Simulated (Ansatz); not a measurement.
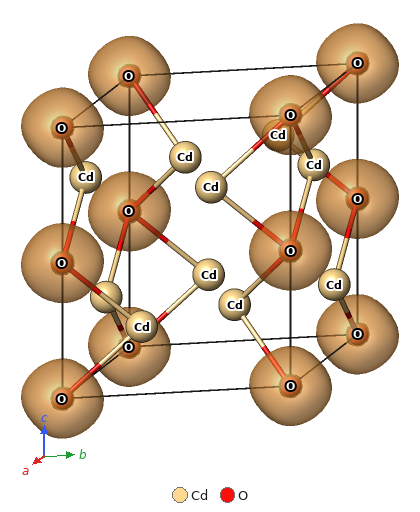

The picture shows: Cd₃O. Isosurface of the ELF at 0.6 (orange), seen slightly off an axis. Core shells and regions of very low density are left out. Sticks mark near contacts.

Space group P6₃/mcm; a generated structure, not necessarily the stable one.

Level of theory: Ansatz, DFT PBE, scalar-relativistic, plane waves, PAW.

Where are the electrons localised?

The ELF exceeds this value in two regions wrapped around O (the valence shell of each), counted in one cell of 8 atoms. Any copies at cell faces, edges or corners count once. Along the contacts the grid gives the following. Cd–O (2.42 Å): the ELF is about 0.10 at the midpoint (no localised pair shows between them).

Does the calculation give a band gap?

It is gapless in this calculation (a metal or semimetal).
